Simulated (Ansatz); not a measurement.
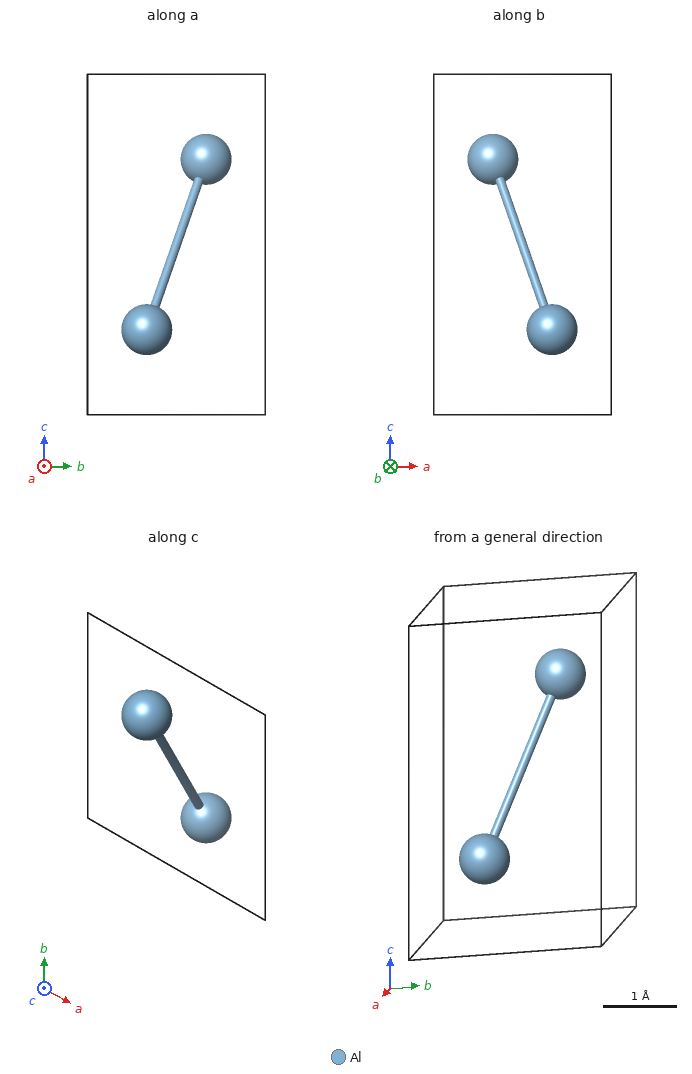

Ball-and-stick representation of a periodic structure, projected along the a axis, along the b axis, along the c axis and from a general direction. The frame is the unit cell; atoms at its boundary are shown with their periodic copies.

The box has a = 2.85 Å, b = 2.85 Å, c = 4.73 Å, α = 90.00°, β = 90.00°, γ = 119.98°.

Question: What is the number of atoms per cell?

Answer: 2 (aluminium), counting shared atoms by their share.

Question: Describe the connectivity.

Answer: The bonds build a three-dimensional framework.

The starting point was a textbook structure type filled with this element (whether it is the usual form wasn't checked). The picture shows the end point of a geometry optimisation with DFT PBE, scalar-relativistic, plane waves, PAW (Ansatz).
